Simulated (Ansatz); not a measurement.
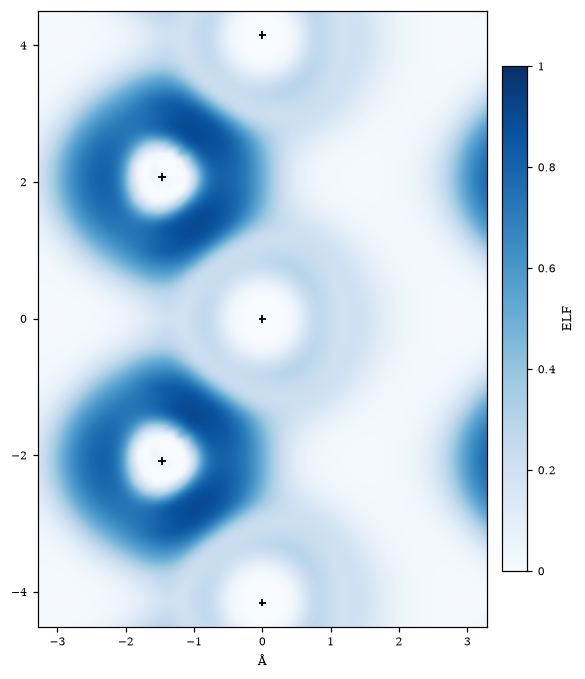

The ELF on a plane through atoms (crosses mark nuclei in the plane).

These are results of DFT PBEsol, scalar-relativistic, plane waves, PAW in Ansatz, not measurements.

Candidates:
A. AlRu, a = 2.94 Å, b = 2.94 Å, c = 3.09 Å, α = 90.00°, β = 90.00°, γ = 90.00°. Space group P4/mmm; computed pressure about −3 GPa in this cell; computed without spin polarisation.
B. InP, a = 5.88 Å, b = 5.88 Å, c = 5.88 Å, α = 90.00°, β = 90.00°, γ = 90.00°. Space group F-43m.
C. Al2Pt, a = 5.88 Å, b = 5.88 Å, c = 4.16 Å, α = 90.00°, β = 134.65°, γ = 90.00°. Space group C2/m; changed on purpose from its base cell (band edges of the strained film's bulk).

### Which candidate gave the map?

Candidate B: InP on the (110) plane of the conventional cell, which holds In and P. In–P (2.55 Å): the ELF peaks at about 0.90 in the valence shell of P, 0.8 Å from its nucleus, and is about 0.55 at the midpoint.
